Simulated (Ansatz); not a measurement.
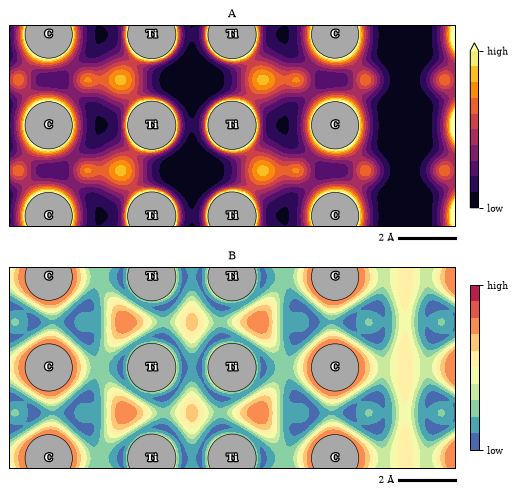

Ti3C2: 2 fields on the (11̄0) plane of the conventional cell, with unlabelled colour scales. Grey discs cover the atomic cores.

Space group P6₃/mmc; a structure from a database of computed crystals, not necessarily the ambient phase; changed on purpose from its base cell (strain +0.050 along x and y, +0.000 along z, atoms carried along); not relaxed (largest force 1.0 eV/Å); computed pressure about −17 GPa in this cell; computed without spin polarisation.

These are results of DFT r2SCAN, scalar-relativistic, plane waves, PAW (Ansatz 0.2.0), not measurements.

### Which field does each panel show? The fields are: electron localisation function and valence pseudo-density.

Panel A: valence pseudo-density. Panel B: electron localisation function. From the grid: Ti–Ti (2.85 Å): the density is about 0.14 e/Å³ at the midpoint; the ELF is about 0.10 at the midpoint: no shared electron pair shows on this line.
